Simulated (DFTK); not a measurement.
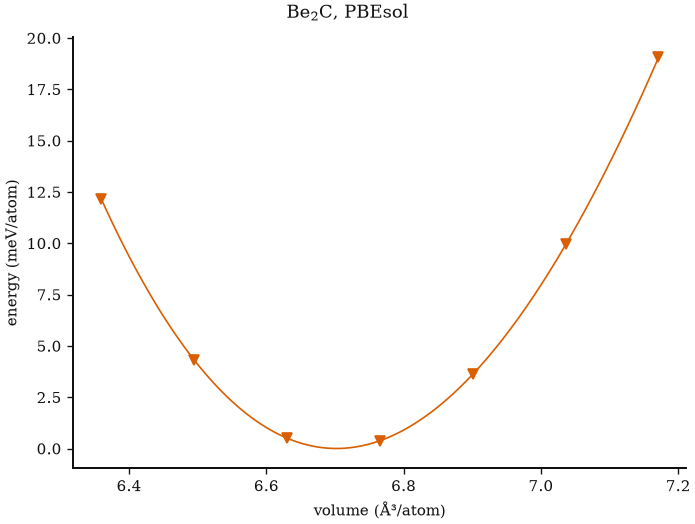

Method: plane-wave DFT, no spin polarisation; energies at scaled volumes of the given cell, shape and fractions fixed, counted from the fit's minimum, third-order Birch-Murnaghan fit (DFTK 0.8.2). Level: PBEsol.

- k mesh: 11×11×11
- occupations: Fermi–Dirac
- smearing width: 0.05 eV
- potentials: dojo.nc.sr.pbesol.v0_4_1.standard
- wave cutoff: 1197 eV

Cell as given: a = 3.062 Å, b = 3.062 Å, c = 3.062 Å, α = 60.00°, β = 60.00°, γ = 60.00°; 3 atoms.

Energy against volume for Be₂C, space group Fm-3m (No. 225).

A third-order Birch–Murnaghan fit gives V0 = 6.70 Å³/atom, B0 = 206 GPa and B′ = 3.5. The energy is 12.14 meV/atom at volume 6.3593 Å³/atom and 19.08 meV/atom at 7.1711 Å³/atom; the lowest computed point is at volume 6.7652 Å³/atom (0.38 meV/atom).

Input file:
```
using DFTK
using PseudoPotentialData
using Unitful, UnitfulAtomic
using LinearAlgebra, Printf
include("save.jl")
disable_threading()

# lattice vectors are the columns
lattice = austrip(1u"Å") * [           0.0          2.165          2.165;
                    2.165            0.0          2.165;
                    2.165          2.165            0.0]
symbols   = [:C, :Be, :Be]
positions = [[0.0, 0.0, 0.0],
             [0.75, 0.75, 0.75],
             [0.25, 0.25, 0.25]]
pseudopotentials = PseudoFamily("dojo.nc.sr.pbesol.v0_4_1.standard.upf")
elements = Dict(s => ElementPsp(s, pseudopotentials) for s in unique(symbols))
atoms    = [elements[s] for s in symbols]

build_model(lattice, positions; symmetries=true) =
    model_DFT(lattice, atoms, positions;
              functionals=PBEsol(),
              temperature=austrip(0.05u"eV"),
              smearing=Smearing.FermiDirac(),
              symmetries)
Ecut  = 44.0  # hartree
kgrid = [11, 11, 11]
tol   = 1e-6
to_GPa = ustrip(uconvert(u"GPa", 1u"hartree/bohr^3"))

results["points"] = []
for scale in [0.94, 0.96, 0.98, 1.0, 1.02, 1.04, 1.06]
    println("\n=== scale = ", scale)
    model = build_model(cbrt(scale) * lattice, positions)
    basis = PlaneWaveBasis(model; Ecut, kgrid)
    t0 = time()
    scfres = self_consistent_field(basis;
                                   tol,
                                   nbandsalg=AdaptiveBands(model; n_bands_converge=11))
    seconds = time() - t0
    @printf "SCF: %d iterations, %.1f s\n" scfres.n_iter seconds
    forces = compute_forces_cart(scfres)
    stress = compute_stresses_cart(scfres)
    @printf "V = %.5f Å^3  F = %.8f Ha  max force = %.5f eV/Å  p = %.4f GPa\n" ustrip(auconvert(u"Å^3", model.unit_cell_volume)) scfres.energies.total ustrip(auconvert(u"eV/Å", maximum(norm, forces))) (-tr(stress) / 3 * to_GPa)
    push!(results["points"], save_scf!(scfres; forces, stress, d=Dict{String,Any}("seconds" => seconds, "n_matvec" => get(scfres, :n_matvec, 0))))
end

# third-order Birch-Murnaghan fit in x = V^(-2/3)
V = [0.94, 0.96, 0.98, 1.0, 1.02, 1.04, 1.06] * abs(det(lattice))
E = [p["total"] for p in results["points"]]
x = V .^ (-2 / 3)
c = [x .^ 0 x x .^ 2 x .^ 3] \ E
Δ = c[3]^2 - 3c[2] * c[4]
if Δ > 0
    x0 = (-c[3] + sqrt(Δ)) / 3c[4]
    B0 = 4 / 9 * x0^(7 / 2) * (2c[3] + 6c[4] * x0)
    @printf "V0 = %.4f Å^3  B0 = %.2f GPa\n" ustrip(auconvert(u"Å^3", x0^(-3 / 2))) B0 * to_GPa
end
```

Command:
```bash
julia --threads=1 run.jl
```
